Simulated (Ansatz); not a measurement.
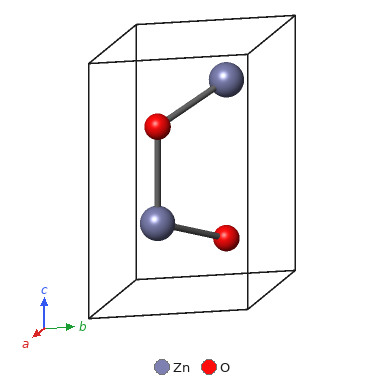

System: ZnO, space group P6_3mc (No. 186) (cell built by us, not taken from a database). The picture shows the cell.

Structure:
```xyz
4
Lattice="3.2796 0.0000 0.0000 -1.6398 2.8402 0.0000 0.0000 0.0000 5.2934" Properties=species:S:1:pos:R:3 pbc="T T T"
Zn    0.0000    1.8935    4.2901
Zn    1.6398    0.9467    1.6434
O     1.6398    0.9467    3.6501
O     0.0000    1.8935    1.0034
```

How it was computed, with Ansatz 0.2.0: proper piezoelectric stress tensor of an insulator from Berry phases at small strains, Voigt columns xx yy zz yz xz xy, Cartesian axes of the cell vectors; plane waves with PAW datasets, Γ-centred k mesh. Level: PBE, no spin polarisation.

- wave cutoff: 420 eV
- k mesh: 9×9×6
- occupations: fixed
- pressure: 0 GPa
- ions: relaxed
- strain amplitude: 0.002

Predict the piezoelectric tensor e in Voigt notation.

The largest component is e33 = 1.08 C/m². Five components exceed 1 % of the largest: e15 = −0.41, e24 = −0.41, e31 = −0.55, e32 = −0.55, e33 = 1.08 C/m².

```
      xx     yy    zz     yz     xz    xy
x   0.00   0.00  0.00   0.00  -0.41  0.00
y   0.00   0.00  0.00  -0.41   0.00  0.00
z  -0.55  -0.55  1.08   0.00   0.00  0.00
```

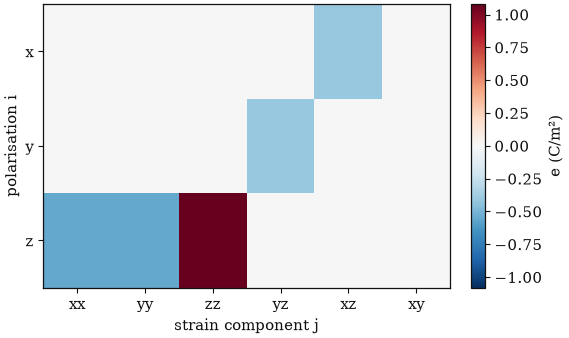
